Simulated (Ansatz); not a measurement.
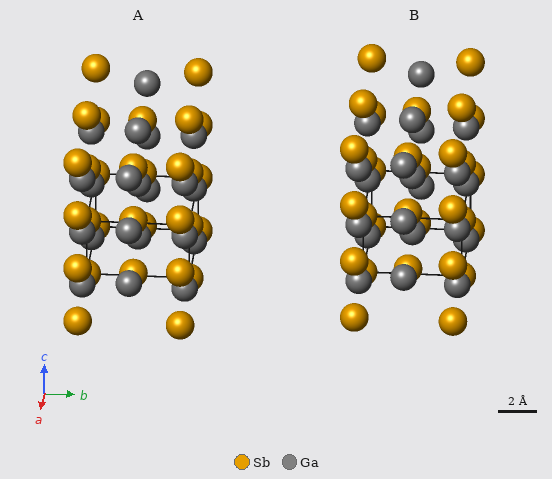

Two geometries of solid GaSb (set up in I-4m2), drawn at one scale. One is the start of a relaxation, the other its converged end. Style: spheres-only. Shown: the conventional cell (2 times the calculation's cell), repeated 2 × 1 × 3 with one cell outlined, from a free direction. Lengths and directions refer to the drawn axes.

Computed with Kohn-Sham DFT of a periodic cell, HSE03, Ansatz PAW in Ansatz 0.2.0. Settings: plane-wave cutoff 420 eV; k-point mesh 5 × 5 × 5; occupations fermi-dirac; smearing width 0.05 eV; no spin polarisation; cell and atoms relaxed; force threshold 0.01 eV/Å; at most 40 steps.

Which of the two is the end point?

Structure B is the relaxed one. The run lets cell and atoms move. Over 9 accepted moves (10 points after the start) the energy falls by 17.8 meV per atom. All forces vanish by symmetry, so only the cell relaxes. The pressure goes from −1.35 to −0.01 GPa. The SCF was repeated once at an unchanged geometry on a basis and grid sized afresh for the cell, which shifted the energy by 0.2 meV per atom at most. No atom moves by more than 0.005 Å relative to the cell. The drawn cell changes as follows: a = b 5.507 → 5.299 Å (−3.8 %), c 3.181 → 3.380 Å (+6.2 %); the volume changes by −1.6 %. Near-neighbour distances that change, for instance: Sb–Sb 3.181 → 3.380 Å, Ga–Sb 2.866 → 2.781 Å. Among the angles between lasting bonds that change: Ga–Sb–Ga 147.8° → 144.6°, Sb–Ga–Sb 147.8° → 144.6°. The space group stays I-4m2 (No. 119).
